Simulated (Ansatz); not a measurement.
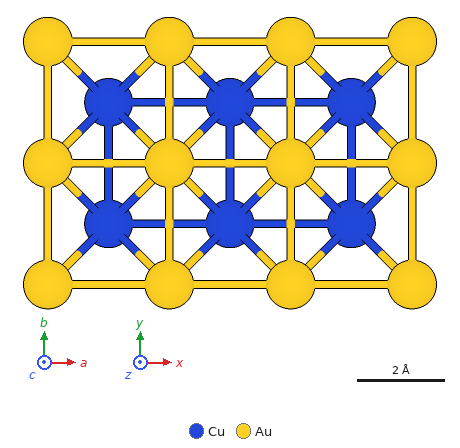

A scan of a crystal of CuAu (P4/mmm): the cell is strained equally along x and y and separately along z, with the atoms kept at their fractional coordinates. x, y and z are the Cartesian axes of the input. The picture shows the reference cell. The picture is a ball-and-stick view of the cell of the calculation, repeated 3 × 2 × 2 with one cell outlined, seen along the c axis.

The calculation used DFT PBEsol, scalar-relativistic, plane waves, PAW in Ansatz 0.2.0. Set-up: plane-wave cutoff 420 eV; k-point mesh 18 × 18 × 14; occupations gaussian; smearing width 0.15 eV; no spin polarisation. Energies (free energies at the smearing named) are counted from the cell as listed in its source, which wasn't relaxed.

Input file:
```yaml
crystal:
  lattice:
    - [2.8, 0.0, 0.0]
    - [0.0, 2.8, 0.0]
    - [0.0, 0.0, 3.67]
  atoms:
    - { symbol: Cu, position: [0.5, 0.5, 0.5] }
    - { symbol: Au, position: [0.0, 0.0, 0.0] }
basis:
  ecutwfc: 420
kpoints:
  mp_grid: { grid: [18, 18, 14] }
hamiltonian:
  xc: pbesol
scf:
  occupations: { method: gaussian, width: 0.15 }
output:
  forces: true
  stress: true
  eigenvalues: true
  write_density: true
  write_potential: true
  elf: true
  volumetric_format: npy
```

Run as
```bash
ansatz run input.yaml --threads 1 --pin off --max-ram 2560MiB --backend cpu --events-out ev --progress --plain --runs-dir out
```

Q: Give the energy at each point on a grid with rows −0.030, −0.015, 0.000, 0.015, 0.030 and columns −0.030, −0.015, 0.000, 0.015, 0.030 (strain along x and y; strain along z).

A: Rows: strain along x and y; columns: strain along z; values in meV/atom.

|  | −0.030 | −0.015 | 0.000 | 0.015 | 0.030 |
| --- | --- | --- | --- | --- | --- |
| −0.030 | 52.1 | 34.5 | 22.0 | 14.3 | 10.9 |
| −0.015 | 17.6 | 8.0 | 2.8 | 1.6 | 4.3 |
| 0.000 | 0.8 | −1.5 | 0.0 | 4.9 | 13.2 |
| 0.015 | −0.5 | 3.6 | 11.0 | 21.5 | 34.8 |
| 0.030 | 11.4 | 21.2 | 33.9 | 49.3 | 67.2 |

In pairs of (strain along x and y; strain along z): the lowest computed point lies at (0.000, −0.015) (−1.5 meV/atom), the highest at (0.030, 0.030) (67.2 meV/atom). The valley is tilted: raising the in-plane strain is made harder by raising the strain along z (cross term 0.88 of the geometric mean of the two curvatures). Over the ranges scanned the energy rises more along the first axis, the in-plane strain. The pressure runs from −13.1 GPa at (0.030, 0.030) to 17.0 GPa at (−0.030, −0.030).

As a map, interpolated between the computed points (dots):

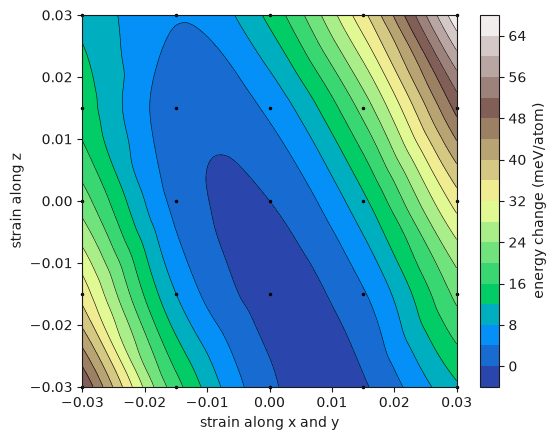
